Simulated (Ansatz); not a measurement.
B

```cif
data_structure
_symmetry_space_group_name_H-M 'P 1'
_symmetry_Int_Tables_number 1
_cell_length_a 3.9488
_cell_length_b 3.9488
_cell_length_c 3.9488
_cell_angle_alpha 90.000
_cell_angle_beta 90.000
_cell_angle_gamma 90.000
_cell_volume 61.57
loop_
_atom_site_label
_atom_site_type_symbol
_atom_site_fract_x
_atom_site_fract_y
_atom_site_fract_z
_atom_site_occupancy
B1 B 0.75000 0.25000 0.25000 1
B2 B 0.25000 0.75000 0.25000 1
B3 B 0.25000 0.25000 0.75000 1
B4 B 0.75000 0.75000 0.75000 1
B5 B 0.50000 0.00000 0.00000 1
B6 B 0.00000 0.50000 0.00000 1
B7 B 0.00000 0.00000 0.50000 1
B8 B 0.50000 0.50000 0.50000 1
```

Space group Fd-3m; set up as B, diamond; a generated structure, not necessarily the stable one; changed on purpose from its base cell (volume × 0.96); computed pressure about 8 GPa in this cell.

All numbers below come from Ansatz, DFT, LDA (PW92), plane waves (420 eV) with PAW, scalar-relativistic.

Core electrons are frozen (PAW), and the valence fields are smoothed inside the atomic spheres.

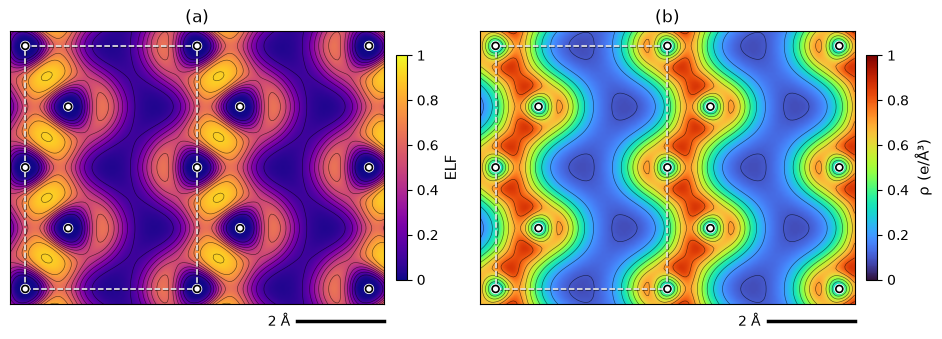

Figure 1. (a) electron localisation function; (b) valence pseudo-density on the (101) plane of the conventional cell. Circles mark the nuclei in the plane (B).

Question: What does the map show?

Answer:
- The section cuts through B sites.
- B–B (1.71 Å): the density is about 0.82 e/Å³ at the midpoint; the ELF peaks at about 0.90 between the atoms.
- Between the atoms the lowest density in this plane is 0.08 e/Å³.

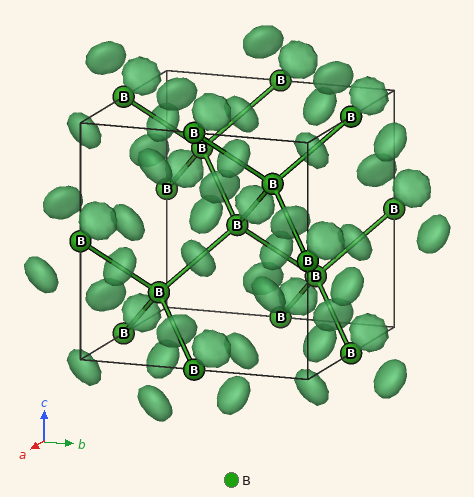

Figure 2. Isosurface of the ELF at 0.85 (green), seen slightly off an axis. Core shells and regions of very low density are left out. Sticks mark near contacts.

Question: Where are the electrons localised?

Answer: The ELF exceeds this value in 16 regions between bonded B–B atoms, counted in one cell of 8 atoms. Any copies at cell faces, edges or corners count once.

Question: Does the calculation make it a metal, or give it a gap?

Answer: It is metallic or semimetallic at this level of theory: no gap opens.
